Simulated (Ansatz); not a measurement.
# B: what the fields show

```xyz
16
Lattice="6.3079 0.0000 -0.0155 0.0000 5.2814 0.0000 -1.0040 0.0000 3.0936" Properties=species:S:1:pos:R:3 pbc="T T T"
B     0.5921    4.8039    0.4769
B     3.7460    2.1632    0.4691
B    -0.1974    3.1306    3.0711
B     2.9565    0.4899    3.0634
B     2.0598    2.1632    1.0622
B     5.2138    4.8039    1.0544
B     1.8454    0.4899    1.5616
B     4.9993    3.1306    1.5538
B     1.5578    3.1183    2.6090
B     4.7118    0.4775    2.6012
B     2.3474    4.7916    0.0147
B     5.5013    2.1509    0.0070
B     0.0901    0.4775    2.0237
B     3.2441    3.1183    2.0160
B     0.3046    2.1509    1.5243
B     3.4585    4.7916    1.5166
```

Space group C2/c; a structure generated by program, which may or may not match a known phase.

Level of theory: DFT PBE, scalar-relativistic, plane waves, PAW in Ansatz 0.2.0.

In a PAW calculation such maps are meaningful between the atoms, not at the nuclei.

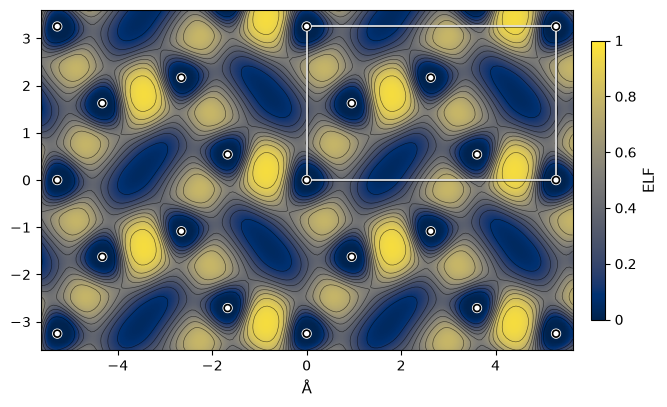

Figure 1. ELF on the (100) plane of the conventional cell. Circles mark the nuclei in the plane (B).

Q: Interpret the plot.

A: Atoms in the plane: B.
B–B (1.76 Å): the ELF peaks at about 0.95 between the atoms.
B–B (1.89 Å): the ELF peaks at about 0.75 between the atoms.
B–B (1.90 Å): the ELF peaks at about 0.80 between the atoms.

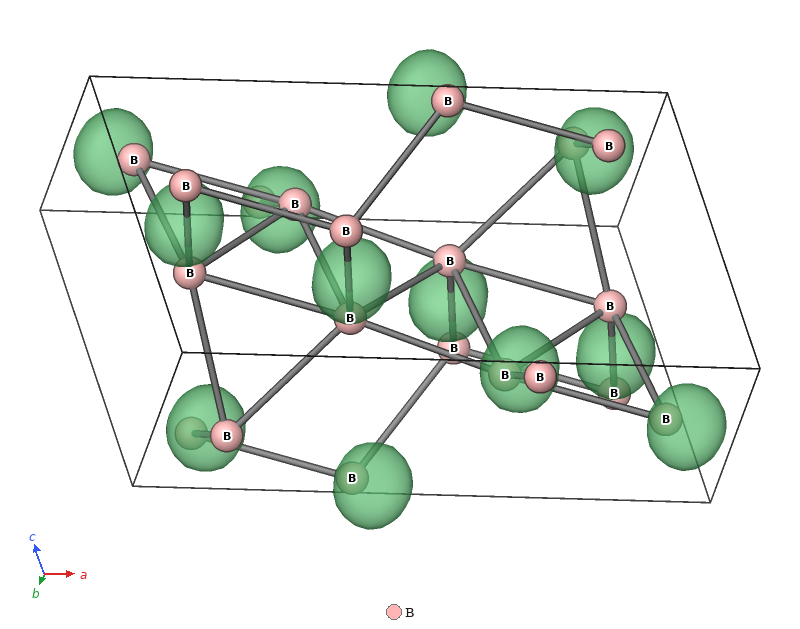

Figure 2. Isosurface of the ELF at 0.85 (green), seen at an oblique angle. Core shells and regions of very low density are left out. Sticks mark near contacts.

Q: Describe the localisation domains.

A: The ELF exceeds this value in eight regions between bonded B–B atoms, counted in one cell of 16 atoms. Regions shared between cells count once. Profiles from the grid: B–B (1.82 Å): the ELF peaks at about 0.75 between the atoms.

Q: Does the calculation make it a metal, or give it a gap?

A: It is gapless in this calculation (a metal or semimetal).
